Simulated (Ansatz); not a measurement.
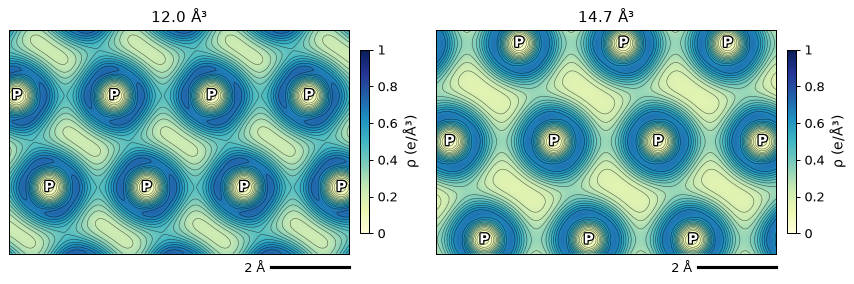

P. The valence charge density (pseudo) of cells scaled evenly to different volumes (given per atom above each panel), on the (010) plane of each (indices in the axes of the cell below), at one length scale and on one colour scale.

A generated structure, not necessarily the stable one; computed without spin polarisation.

All numbers below come from DFT, LDA (PW92), plane waves (420 eV) with PAW, scalar-relativistic (Ansatz).

The largest cell:

```
P
1.0
    -1.54248    1.54248    1.54248
     1.54248   -1.54248    1.54248
     1.54248    1.54248   -1.54248
P
1
Direct
  0.00000 0.00000 0.00000
```

| volume (Å³/atom) | P–P contact in the plane (Å) | ρ at its midpoint (e/Å³) | pressure (GPa) | 
| --- | --- | --- | --- |
| 11.96 | 2.495 | 0.448 | 18.0 | 
| 14.14 | 2.638 | ? | ? | 
| 14.68 | 2.672 | 0.330 | −7.4 | 

### Estimate the missing row, and compare with the calculation.

Over the known rows ln ρ falls by 1.73 per Å of P–P distance (the line through the two), which gives 0.350 e/Å³ at 2.638 Å; the calculation gives 0.350 e/Å³. For the pressure, a straight line in volume between the neighbouring rows gives −2.4 GPa; the calculation gives −4.1, lower because pressure rises ever faster on compression.
